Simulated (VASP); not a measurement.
Geometry relaxation of CdS (part 1 of 2)

System: CdS (F-43m, 2 atoms in the cell).
Method: Kohn-Sham DFT of a periodic cell, PBE, VASP PAW PBE potentials, recommended, no spin polarisation (VASP 6.6.1).

The structure derives from an entry of the Crystallography Open Database.

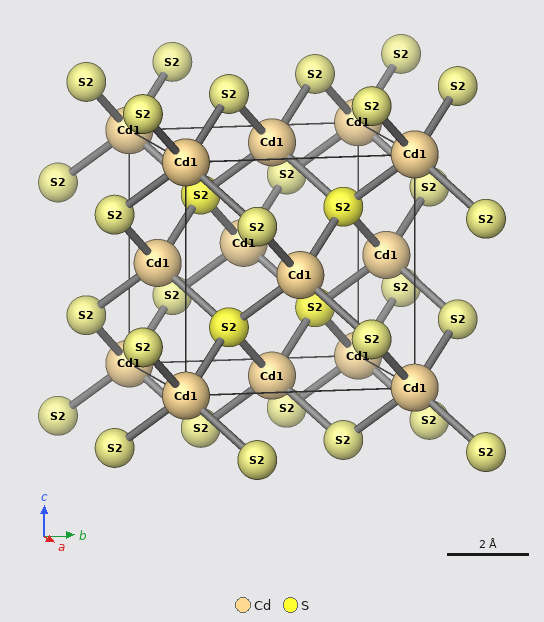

The starting structure (ball-and-stick view of the cell 4 times as large as that of the calculation, set on its symmetry axes, seen slightly off an axis; neighbours outside the cell are drawn fainter; atoms are numbered from 1 in the order of the input). An atom can appear more than once, as a periodic image. Near neighbours in the periodic cell (some may lie outside the picture): Cd has 4 S at 2.53 Å; S has 4 Cd at 2.53 Å.

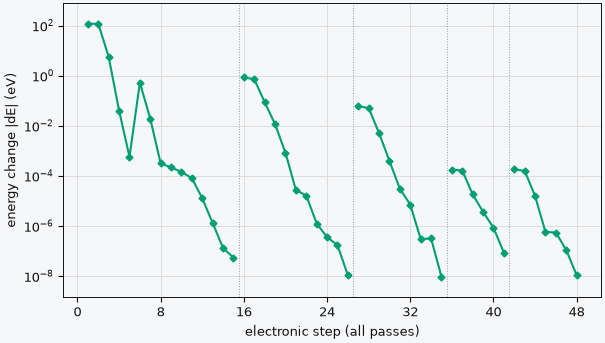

Convergence of the self-consistent field: energy change |dE| against the electronic step. Each stretch between dotted lines is the SCF of one geometry step of a relaxation. The 5 ionic steps take 6 to 15 electronic steps each. The density is held fixed in the first few steps, and dE rises again when its update begins.

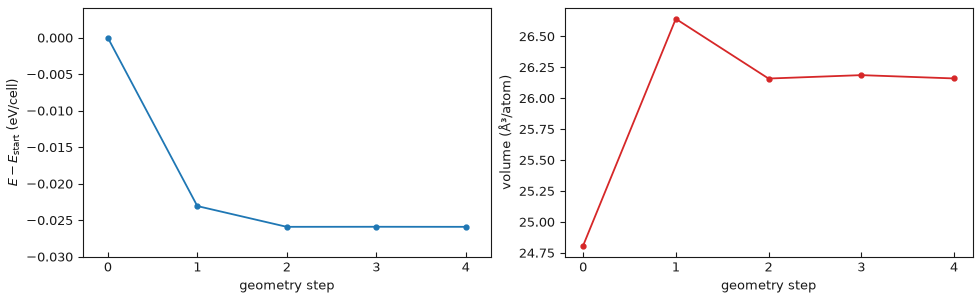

Progress of the relaxation, step by step (steps are counted from 0).

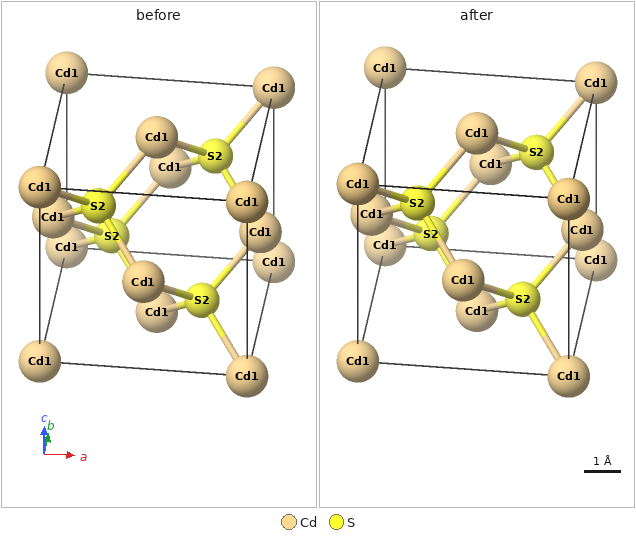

Before (left) and after (right) the relaxation, at one scale (ball-and-stick view of the cell 4 times as large as that of the calculation, set on its symmetry axes, seen at an oblique angle). The energy falls by 25.9 meV per cell of the calculation in 4 geometry steps. All forces vanish by symmetry, so only the cell relaxes. The atoms keep their places relative to the cell (all moves are under 0.005 Å). The drawn cell changes as follows: a = b = c 5.833 → 5.937 Å (+1.8 %); the volume changes by +5.5 %. Among the contacts that change: Cd1–S2 2.526 → 2.571 Å. The space group stays F-43m (No. 216). (Atoms are counted from 1 in the order of the input.)

These pictures come from the run below.

### INCAR
```
PREC = Accurate
ENCUT = 520
EDIFF = 1E-7
ISMEAR = 0
SIGMA = 0.02
LREAL = False
LASPH = True
NELM = 60
ALGO = Normal
ISIF = 3
LWAVE = False
LCHARG = False
GGA = PE
IBRION = 2
NSW = 80
EDIFFG = -0.002
```

### KPOINTS
```
Automatic mesh
0
Gamma
  6 6 6
```

### POSCAR
```
CdS
1.0
    0.0000000000      2.9165000000      2.9165000000
    2.9165000000      0.0000000000      2.9165000000
    2.9165000000      2.9165000000      0.0000000000
Cd S
1 1
Direct
    0.0000000000      0.0000000000      0.0000000000
    0.2500000000      0.2500000000      0.2500000000
```

Launched with:
```bash
cat potpaw_PBE.64/Cd/POTCAR potpaw_PBE.64/S/POTCAR > POTCAR
mpirun -np 1 vasp_std > vasp.out
```

### OSZICAR
```
N       E                     dE             d eps       ncg     rms          rms(c)
DAV:   1     0.116798061430E+03    0.11680E+03   -0.91464E+03   416   0.126E+03
DAV:   2    -0.104348818765E+01   -0.11784E+03   -0.11272E+03   451   0.302E+02
DAV:   3    -0.662382362085E+01   -0.55803E+01   -0.55595E+01   526   0.675E+01
DAV:   4    -0.666395930639E+01   -0.40136E-01   -0.40129E-01   441   0.577E+00
DAV:   5    -0.666453361271E+01   -0.57431E-03   -0.57428E-03   521   0.684E-01    0.812E+00
DAV:   6    -0.613779165261E+01    0.52674E+00   -0.10441E+00   573   0.142E+01    0.645E+00
DAV:   7    -0.611875210006E+01    0.19040E-01   -0.21783E-01   426   0.375E+00    0.321E+00
DAV:   8    -0.611906421384E+01   -0.31211E-03   -0.21327E-02   441   0.224E+00    0.311E-01
DAV:   9    -0.611884699756E+01    0.21722E-03   -0.29998E-03   466   0.934E-01    0.808E-02
DAV:  10    -0.611898991030E+01   -0.14291E-03   -0.30689E-04   436   0.194E-01    0.789E-02
DAV:  11    -0.611907122194E+01   -0.81312E-04   -0.13654E-04   434   0.137E-01    0.190E-02
DAV:  12    -0.611905854119E+01    0.12681E-04   -0.60595E-05   524   0.117E-01    0.980E-03
DAV:  13    -0.611905985669E+01   -0.13155E-05   -0.58920E-06   426   0.185E-02    0.838E-03
DAV:  14    -0.611905972492E+01    0.13177E-06   -0.21416E-07   454   0.490E-03    0.366E-03
DAV:  15    -0.611905967024E+01    0.54682E-07   -0.54587E-08   273   0.199E-03
   1 F= -.61190597E+01 E0= -.61190597E+01  d E =-.611906E+01
       N       E                     dE             d eps       ncg     rms          rms(c)
DAV:   1    -0.696225093248E+01   -0.84319E+00   -0.17768E+01   441   0.593E+01    0.806E+00
DAV:   2    -0.624148378946E+01    0.72077E+00   -0.16639E+00   451   0.208E+01    0.287E+00
DAV:   3    -0.615433074563E+01    0.87153E-01   -0.21003E-01   446   0.577E+00    0.255E+00
DAV:   4    -0.614290088246E+01    0.11430E-01   -0.13972E-02   436   0.108E+00    0.620E-01
DAV:   5    -0.614206944587E+01    0.83144E-03   -0.21990E-03   491   0.656E-01    0.132E-01
DAV:   6    -0.614209667556E+01   -0.27230E-04   -0.32679E-04   421   0.226E-01    0.797E-02
DAV:   7    -0.614211313557E+01   -0.16460E-04   -0.30713E-05   466   0.466E-02    0.264E-02
DAV:   8    -0.614211187890E+01    0.12567E-05   -0.76508E-06   446   0.427E-02    0.264E-03
DAV:   9    -0.614211223940E+01   -0.36050E-06   -0.47972E-07   416   0.646E-03    0.196E-03
DAV:  10    -0.614211241052E+01   -0.17112E-06   -0.16205E-08   313   0.191E-03    0.103E-03
DAV:  11    -0.614211239971E+01    0.10811E-07   -0.53117E-09   208   0.719E-04
   2 F= -.61421124E+01 E0= -.61421124E+01  d E =-.230527E-01
       N       E                     dE             d eps       ncg     rms          rms(c)
DAV:   1    -0.620163138192E+01   -0.59519E-01   -0.11687E+00   441   0.145E+01    0.176E+00
DAV:   2    -0.615044805994E+01    0.51183E-01   -0.12972E-01   461   0.580E+00    0.602E-01
DAV:   3    -0.614537361527E+01    0.50744E-02   -0.15189E-02   441   0.144E+00    0.505E-01
DAV:   4    -0.614498203374E+01    0.39158E-03   -0.77404E-04   436   0.326E-01    0.117E-01
DAV:   5    -0.614495169800E+01    0.30336E-04   -0.14212E-04   491   0.186E-01    0.414E-02
DAV:   6    -0.614495883726E+01   -0.71393E-05   -0.24915E-05   441   0.644E-02    0.160E-02
DAV:   7    -0.614495853733E+01    0.29992E-06   -0.19645E-06   466   0.103E-02    0.802E-03
DAV:   8    -0.614495885685E+01   -0.31951E-06   -0.18079E-07   314   0.400E-03    0.103E-03
DAV:   9    -0.614495886625E+01   -0.93974E-08   -0.23659E-08   278   0.113E-03
   3 F= -.61449589E+01 E0= -.61449589E+01  d E =-.258992E-01
       N       E                     dE             d eps       ncg     rms          rms(c)
DAV:   1    -0.614513792188E+01   -0.17907E-03   -0.38588E-03   441   0.844E-01    0.104E-01
DAV:   2    -0.614497445555E+01    0.16347E-03   -0.41080E-04   456   0.325E-01    0.363E-02
DAV:   3    -0.614495633444E+01    0.18121E-04   -0.49807E-05   441   0.844E-02    0.308E-02
DAV:   4    -0.614495265294E+01    0.36815E-05   -0.25867E-06   436   0.180E-02    0.670E-03
DAV:   5    -0.614495180135E+01    0.85159E-06   -0.54851E-07   436   0.115E-02    0.184E-03
DAV:   6    -0.614495171452E+01    0.86832E-07   -0.73751E-08   208   0.376E-03
   4 F= -.61449517E+01 E0= -.61449517E+01  d E =-.258920E-01
       N       E                     dE             d eps       ncg     rms          rms(c)
DAV:   1    -0.614513314958E+01   -0.18135E-03   -0.36406E-03   441   0.819E-01    0.101E-01
DAV:   2    -0.614497336113E+01    0.15979E-03   -0.38958E-04   456   0.317E-01    0.350E-02
DAV:   3    -0.614495771030E+01    0.15651E-04   -0.47004E-05   441   0.819E-02    0.296E-02
DAV:   4    -0.614495828990E+01   -0.57960E-06   -0.24395E-06   436   0.176E-02    0.647E-03
DAV:   5    -0.614495883751E+01   -0.54761E-06   -0.50944E-07   436   0.111E-02    0.185E-03
DAV:   6    -0.614495894740E+01   -0.10989E-06   -0.70060E-08   208   0.365E-03    0.838E-04
DAV:   7    -0.614495893661E+01    0.10788E-07   -0.81823E-09   208   0.957E-04
   5 F= -.61449589E+01 E0= -.61449589E+01  d E =-.722209E-05
```

### Parts of OUTCAR
```
PREC = Accurate
   ENCUT = 520
   EDIFF = 1E-7
   ISMEAR = 0
   LREAL = False
   LASPH = True
   NELM = 60
   ISIF = 3
   GGA = PE
   IBRION = 2
   NSW = 80
   EDIFFG = -0.002

 ion  position               nearest neighbor table
   1  0.000  0.000  0.000-   2 2.53   2 2.53   2 2.53   2 2.53
   2  0.250  0.250  0.250-   1 2.53   1 2.53   1 2.53   1 2.53

  LATTYP: Found a face centered cubic cell.
 ALAT       =     5.8330000000

  Lattice vectors:

 A1 = (   0.0000000000,   2.9165000000,   2.9165000000)
 A2 = (   2.9165000000,   0.0000000000,   2.9165000000)
 A3 = (   2.9165000000,   2.9165000000,   0.0000000000)

Analysis of symmetry for initial positions (statically):
=====================================================================
 Subroutine PRICEL returns:
 Original cell was already a primitive cell.

 Routine SETGRP: Setting up the symmetry group for a
 face centered cubic supercell.

 Subroutine GETGRP returns: Found 24 space group operations
 (whereof 24 operations were pure point group operations)
 out of a pool of 48 trial point group operations.

The static configuration has the point symmetry T_d .

Analysis of symmetry for dynamics (positions and initial velocities):
=====================================================================
 Subroutine PRICEL returns:
 Original cell was already a primitive cell.

 Routine SETGRP: Setting up the symmetry group for a
 face centered cubic supercell.

 Subroutine GETGRP returns: Found 24 space group operations
 (whereof 24 operations were pure point group operations)
 out of a pool of 48 trial point group operations.

The dynamic configuration has the point symmetry T_d .

 Subroutine INISYM returns: Found 24 space group operations
 (whereof 24 operations are pure point group operations),
 and found     1 'primitive' translations

----------------------------------------------------------------------------------------

                                     Primitive cell

  volume of cell :      49.6153

  direct lattice vectors                    reciprocal lattice vectors
     0.000000000  2.916500000  2.916500000    -0.171438368  0.171438368  0.171438368
     2.916500000  0.000000000  2.916500000     0.171438368 -0.171438368  0.171438368
     2.916500000  2.916500000  0.000000000     0.171438368  0.171438368 -0.171438368

  length of vectors
     4.124553855  4.124553855  4.124553855     0.296939964  0.296939964  0.296939964

  position of ions in fractional coordinates (direct lattice)
     0.000000000  0.000000000  0.000000000
     0.250000000  0.250000000  0.250000000

  ion indices of the primitive-cell ions
   primitive index   ion index
                 1           1
                 2           2

----------------------------------------------------------------------------------------

 KPOINTS: Automatic mesh

Automatic generation of k-mesh.
 Grid dimensions read from file:
 generate k-points for:    6    6    6

 Generating k-lattice:

  Cartesian coordinates                     Fractional coordinates (reciprocal lattice)
    -0.028573061  0.028573061  0.028573061     0.166666667  0.000000000  0.000000000
     0.028573061 -0.028573061  0.028573061     0.000000000  0.166666667  0.000000000
     0.028573061  0.028573061 -0.028573061     0.000000000  0.000000000  0.166666667

  Length of vectors
     0.049489994  0.049489994  0.049489994

  Shift w.r.t. Gamma in fractional coordinates (k-lattice)
     0.000000000  0.000000000  0.000000000

 Subroutine IBZKPT returns following result:
 ===========================================

 Found     16 irreducible k-points:

 Following reciprocal coordinates:
            Coordinates               Weight
  0.000000  0.000000  0.000000      1.000000
  0.166667  0.000000  0.000000      8.000000
  0.333333  0.000000  0.000000      8.000000
  0.500000  0.000000  0.000000      4.000000
  0.166667  0.166667  0.000000      6.000000
  0.333333  0.166667  0.000000     24.000000
  0.500000  0.166667  0.000000     24.000000
 -0.333333  0.166667  0.000000     24.000000
 -0.166667  0.166667  0.000000     12.000000
  0.333333  0.333333  0.000000      6.000000
  0.500000  0.333333  0.000000     24.000000
 -0.333333  0.333333  0.000000     12.000000
  0.500000  0.500000  0.000000      3.000000
  0.500000  0.333333  0.166667     24.000000
 -0.333333  0.333333  0.166667     24.000000
 -0.333333  0.500000  0.166667     12.000000
   k-points           NKPTS =     16   k-points in BZ     NKDIM =     16   number of bands    NBANDS=     13
   number of dos      NEDOS =    301   number of ions     NIONS =      2
   total plane-waves  NPLWV =  32768
   dimension x,y,z NGX =    32 NGY =   32 NGZ =   32
   dimension x,y,z NGXF=    64 NGYF=   64 NGZF=   64
   ions per type =               1   1
   NGX,Y,Z   is equivalent  to a cutoff of  12.90, 12.90, 12.90 a.u.
   NGXF,Y,Z  is equivalent  to a cutoff of  25.80, 25.80, 25.80 a.u.
 SYSTEM =  unknown system
   PREC   = accura    normal or accurate (medium, high low for compatibility)
   ISTART =      0    job   : 0-new  1-cont  2-samecut
   ICHARG =      2    charge: 1-file 2-atom 10-const
   ISPIN  =      1    spin polarized calculation?
   LNONCOLLINEAR =      F non collinear calculations
   LSORBIT =      F    spin-orbit coupling
   LASPH  =      T    aspherical Exc in radial PAW
   ENCUT  =  520.0 eV  38.22 Ry    6.18 a.u.   7.67  7.67  7.67*2*pi/ulx,y,z
   NELM   =     60;   NELMIN=  2; NELMDL= -5     # of ELM steps
   EDIFF  = 0.1E-06   stopping-criterion for ELM
   LREAL  =      F    real-space projection
   EDIFFG = -.2E-02   stopping-criterion for IOM
   NSW    =     80    number of steps for IOM
   IBRION =      2    ionic relax: 0-MD 1-quasi-New 2-CG
   NFREE  =      1    steps in history (QN), initial steepest desc. (CG)
   ISIF   =      3    stress and relaxation
   ISYM   =      2    0-nonsym 1-usesym 2-fastsym
   POTIM  = 0.5000    time-step for ionic-motion
   TEBEG  =    0.0;   TEEND  =   0.0 temperature during run
   PSTRESS=    0.0 pullay stress
   NELECT =      18.0000    total number of electrons
   NUPDOWN=      -1.0000    fix difference up-down
   EMIN   =  10.00;   EMAX   =-10.00  energy-range for DOS
   EFERMI =   0.00;   METHOD = LEGACY
   ISMEAR =     0;   SIGMA  =   0.02  broadening in eV -4-tet -1-fermi 0-gaus
   EFERMI_NEDOS =   21; number of points for ismear=-14 and -15
   IALGO  =     38    algorithm
   IMIX   =      4    mixing-type and parameters
     AMIX     =   0.40;   BMIX     =  1.00
     AMIX_MAG =   1.60;   BMIX_MAG =  1.00
  volume/ion in A,a.u.               =      24.81       167.41
  Fermi-wavevector in a.u.,A,eV,Ry     =   1.167599  2.206442 18.548649  1.363287
  Thomas-Fermi vector in A             =   2.304097
   LORBIT       =      0    0 simple, 1 ext, 2 COOP (PROOUT), +10 PAW based schemes
   GGA     = PE    functional components
   LHFCALC =     F    Hartree Fock is set to
   AEXX    =    0.0000 exact exchange contribution
   IVDW    =     0    specifies the selected vdW correction
   LEPSILON=     F    determine dielectric tensor
   LRPA    =     F    only Hartree local field effects (RPA)
 conjugate gradient relaxation of ions
 non-spin polarized calculation
 Gauss-broadening in eV      SIGMA  =   0.02
  energy-cutoff  :      520.00
  volume of cell :       49.62
 maximum number of plane-waves:      1363
 NGX is ok and might be reduce to    32
   NGX = 15   NGY = 15   NGZ = 15

--------------------------------------- Ionic step        1  -------------------------------------------

 number of electron      18.0000004 magnetization

 Free energy of the ion-electron system (eV)
  ---------------------------------------------------
  ext. energy  EPLUGINS =         0.00000000
  ---------------------------------------------------
  free energy    TOTEN  =        -6.11905967 eV

  energy without entropy =       -6.11905967  energy(sigma->0) =       -6.11905967

------------------------ aborting loop because EDIFF is reached ----------------------------------------
```
